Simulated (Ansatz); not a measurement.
## AlN: 7 runs along one coordinate

System: AlN (R3m, 2 atoms in the cell).
Method: DFT r2SCAN, scalar-relativistic, plane waves, PAW, no spin polarisation (Ansatz 0.2.0).

The 7 runs differ only in the geometry, by a shift of atoms along one path in a fixed cell. The shift s is measured from run 4: Al1 moves along the Cartesian direction (0.58, 0.58, 0.58). The structure derives from a Materials Project entry.

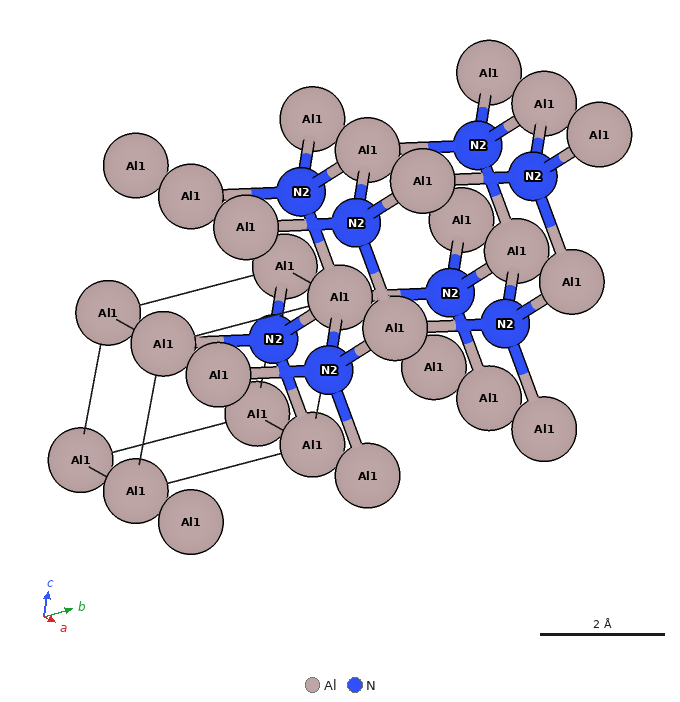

Figure 1. The structure of run 4 (ball-and-stick view of the cell of the calculation, repeated 2 × 2 × 2, seen slightly off an axis; atoms are numbered from 1 in the order of the input). An atom can appear more than once, as a periodic image.

**Input of run 4**
```yaml
crystal:
  lattice:
    - [0.0, 2.1839935596, 2.1839935596]
    - [2.1839935596, 0.0, 2.1839935596]
    - [2.1839935596, 2.1839935596, 0.0]
  atoms:
    - { symbol: Al, position: [0.0066088825, 0.0066088825, 0.0066088825] }
    - { symbol: "N", position: [0.75, 0.75, 0.75] }
basis:
  ecutwfc: 500
kpoints:
  mp_grid: { grid: [10, 10, 10] }
hamiltonian:
  xc: r2scan
scf:
  occupations: { method: gaussian, width: 0.05 }
output:
  forces: true
  stress: true
  eigenvalues: true
```

Command:
```bash
ansatz run input.yaml --threads 1 --pin off --max-ram 2560MiB --backend cpu --events-out ev --progress --plain --runs-dir out
```

Lattice vectors (Å) and fractional positions of run 4:
```
   0.000000    2.183994    2.183994
   2.183994    0.000000    2.183994
   2.183994    2.183994    0.000000
Al  0.006609  0.006609  0.006609
N   0.750000  0.750000  0.750000
```

Run 6 differs from it as follows:
```diff
-    - { symbol: Al, position: [0.0066088825, 0.0066088825, 0.0066088825] }
+    - { symbol: Al, position: [0.0231310886, 0.0231310886, 0.0231310886] }
```

**Results, with one run withheld**

```tsv
run	shift s of Al1 (Å)	free energy per atom, from the lowest run given (meV)	pressure (GPa)	gap on the mesh (eV)	force along the path (eV/Å)
1	−0.2500	197.91	7.09	3.67	4.815
2	−0.1500	35.24	1.73	3.79	1.896
3	−0.1000	1.48	0.60	3.86	0.843
4	0.0000	0.00	0.55	3.79	−0.665
5	0.1000	57.83	2.49	3.48	−1.560
6	0.1250	?	?	?	?
7	0.1500	100.41	3.90	3.34	−1.828
```

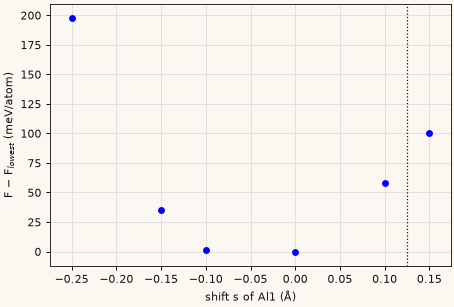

Figure 2. Free energy per atom of the runs given; the dotted line marks run 6.

What should run 6 give?

A cubic polynomial in the coordinate, fitted to the 6 runs given, misses them by at most 0.98 meV per atom. With x = s + 0.0417, it reads F = −9.453 + 64.25 x + 3811.4 x² − 6106.1 x³ (meV per atom). At run 6 it gives 78.89 meV per atom, and the run itself gives 78.29. The slope of the fit gives a force −dF/ds of −1.652 eV/Å along the path (summed over the atoms that move), and the printed forces give −1.708 eV/Å. The fit has its minimum at s = −0.0500 Å. The miss comes from the order of the polynomial or from scatter in that run; these data can't tell which. The gap on the mesh lies between 3.34 eV (run 7) and 3.86 eV (run 3); run 6 has 3.41 eV. These are gaps of this functional on this mesh, which can miss the band edges; they aren't the measured gap.

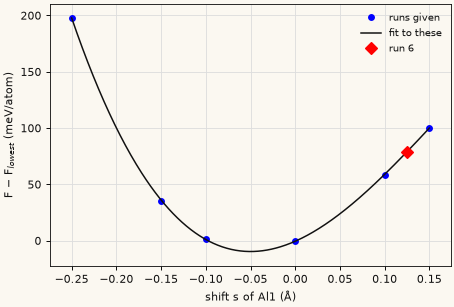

Figure 3. The fit and the withheld run.

**Output, shortened to warnings, some set-up lines, iterations and results (run 6)**
```
Basis set: ecut = 500 eV, 531 PW (Γ), exchange–correlation on 96×96×96 points (64 copies of the dense FFT grid, shifted against one another)
Symmetry: 6 space group operations
k-points: 116 of 1000 (time reversal used)
Initial density: superposition of atomic densities (neutral atoms: chi_scale 0, normalization atom), corrected by the library's trained network
[...]
SCF iter   1: F=—  HF=-928.194143 eV  |F-HF|=—  |Δ(HF+E_count)|=         —  Δρ=7.03e-3  dr2=1.12e-2  dr2_τ=1.61e-1  ethr=1.77e-3  ⟨swp⟩=4.9  Hψ=6948  notcnv=0
SCF iter   2: F=—  HF=-928.263459 eV  |F-HF|=—  |Δ(HF+E_count)|=   6.93e-2  Δρ=4.61e-3  dr2=1.92e-3  dr2_τ=2.13e-4  ethr=1.40e-4  ⟨swp⟩=2.1  Hψ=2799  notcnv=0
SCF iter   3: F=—  HF=-928.263318 eV  |F-HF|=—  |Δ(HF+E_count)|=   1.41e-4  Δρ=1.12e-3  dr2=1.69e-4  dr2_τ=3.66e-5  ethr=2.40e-5  ⟨swp⟩=1.1  Hψ=941  notcnv=0
SCF iter   4: F=—  HF=-928.263296 eV  |F-HF|=—  |Δ(HF+E_count)|=   2.17e-5  Δρ=2.17e-4  dr2=1.07e-5  dr2_τ=6.01e-7  ethr=2.11e-6  ⟨swp⟩=2.1  Hψ=1392  notcnv=0
SCF iter   5: F=—  HF=-928.263294 eV  |F-HF|=—  |Δ(HF+E_count)|=   2.19e-6  Δρ=4.57e-5  dr2=4.93e-7  dr2_τ=4.03e-8  ethr=1.34e-7  ⟨swp⟩=2.6  Hψ=1348  notcnv=0
SCF iter   6: F=-928.263294 eV  HF=-928.263294 eV  |F-HF|=2.00e-8  |Δ(HF+E_count)|=   4.23e-8  Δρ=1.47e-5  dr2=5.26e-8  dr2_τ=9.12e-10  ethr=1.25e-9  ⟨swp⟩=5.1  Hψ=4666  …
SCF 1 converged in 6 iterations: F = -928.263294 eV  dr2 = 5.26e-8
SCF converged after 6 iterations
Free energy (F): -928.263294 eV
Harris-Foulkes:  -928.263294 eV  (|F-HF|=2.00e-8)
Internal energy: -928.263294 eV  (E = F + TS)
E sigma→0 (E₀):  -928.263294 eV
Fermi energy:    8.936599 eV
--- Per-component energies (eV) ---
  E_band       = 11.461163
  E_kinetic    = 160.801690
  E_local      = -224.422395  (includes V_loc(G=0)·N_el)
  E_nonlocal   = 54.526942
  E_hartree    = 78.487921
  E_xc         = -98.883645
  E_vxc        = -119.193129  (∫ρ·V_xc dr)
  E_paw        = -602.566067  (= ΣΔE_a)
  E_vpaw       = -23.626464  (= ΣTr[D̂ρ^β])
  E_aug_tail   = 0.000016  (compensation charges beyond the density's cutoff)
  E_vtau       = 6.402229  (kinetic-family band-sum trace: ∫τ·v_τ [+ j·A + Jᵃ·Aᵃ] dr)
  E_ewald      = -296.118083
  E_core_change = -0.089673  (= ΣΔE_core)
  E_smearing   = -0.000000  (= −TS)
  E_closure    = 0.000000  (closes the sum)
  Σ components = -928.263294   (vs F -928.263294, Δ=0.00e0)
--- Forces (eV/Å), atoms counted from 1 ---
  atom   1  Al    -0.98598113    -0.98598113    -0.98598113
  atom   2  N      0.98597914     0.98597914     0.98597914
  max |Σ_I F_I| component: 1.99e-6 eV/Å
--- Stress (GPa, compression-positive) ---
        3.168184      -4.345259      -4.345259
       -4.345259       3.168184      -4.345259
       -4.345259      -4.345259       3.168184
  P = ⅓ Tr σ = 3.1682 GPa (31.682 kbar)
```
